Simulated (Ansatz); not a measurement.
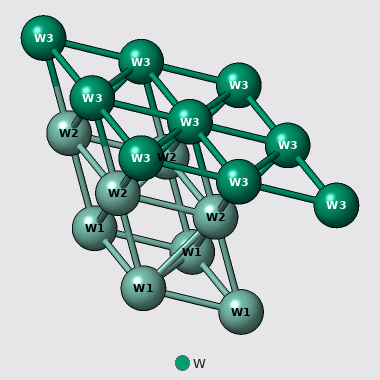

The system is S on a W(111) slab cut from the Fm-3m phase, its upper half relaxed before the scan (3 atoms of substrate and one adsorbate in a 1 × 1 cell); the picture shows it without the atoms that are moved over the map. 
- S is moved over the surface cell; relaxed at each place: the height of the adsorbate's atoms; substrate rigid; the origin of the map has the adsorbate above W3.
- Places are given modulo a cell vector. The map is drawn in real space over the plane of the surface.
- The scan uses a 6 × 6 grid; 10 points were computed and 26 follow by symmetry.
- All energies are given in eV relative to the lowest grid point.
- With one adsorbate in each 1 × 1 cell, its nearest image is 2.9 Å away, so neighbouring adsorbates interact.
- All numbers below come from Ansatz 0.2.0, DFT PBE, scalar-relativistic, plane waves, PAW. Settings: cutoff 420 eV, k-mesh 9×9×1, gaussian smearing 0.1 eV, no spin polarisation.

Range: position of S4 along the first surface vector from 0.000 to 0.833; position of S4 along the second surface vector from 0.000 to 0.833.

Predict the map.

The lowest grid point is at a threefold hollow over a second-layer W atom, (2/6, 4/6) of the cell vectors. There is a further well near a threefold hollow over a third-layer W atom, (4/6, 2/6) of the cell vectors (0.038 eV above the lowest at that grid point). The highest grid point, the top site over a surface W atom, (0/6, 0/6) of the cell vectors, lies 1.80 eV above the lowest. On the interpolated surface the easiest way out of the lowest well to the well at a threefold hollow over a third-layer W atom, (4/6, 2/6) of the cell vectors passes a barrier of about 0.99 eV. At the lowest point the adsorbate has 3 W at 2.38 Å as nearest neighbours, at the highest 1 W at 2.30 Å. Its relaxed height above the top atom is 1.71 Å at the lowest and 2.30 Å at the highest point.

| second ↓, first → | 0/6 | 1/6 | 2/6 | 3/6 | 4/6 | 5/6 |
| --- | --- | --- | --- | --- | --- | --- |
| 5/6 | 1.72 | 1.49 | 0.76 | 0.76 | 1.49 | 1.72 |
| 4/6 | 1.41 | 0.76 | 0.00 | 0.76 | 1.41 | 1.50 |
| 3/6 | 0.99 | 0.76 | 0.76 | 0.99 | 0.82 | 0.82 |
| 2/6 | 1.41 | 1.49 | 1.41 | 0.82 | 0.04 | 0.82 |
| 1/6 | 1.72 | 1.72 | 1.50 | 0.82 | 0.82 | 1.50 |
| 0/6 | 1.80 | 1.72 | 1.41 | 0.99 | 1.41 | 1.72 |

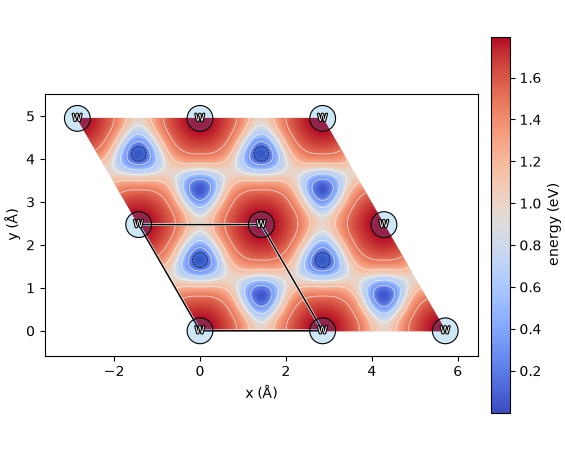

In the figure: a smooth colour map with a few white contour lines, labelled circles for the atoms of the top layer and small ones for the second layer, the outline of one cell of the 2 × 2 shown. Between grid points the surface is interpolated.

Each point was launched as `ansatz run input.yaml --threads 1 --pin off --max-ram 3072MiB --backend cpu --events-out ev --progress --plain --runs-dir out`. Time for the 10 points that were run: 3.2 min on 1 thread of Intel(R) Xeon(R) 6975P-C (Granite Rapids), on a shared host.

PAW datasets: the set soft_1.
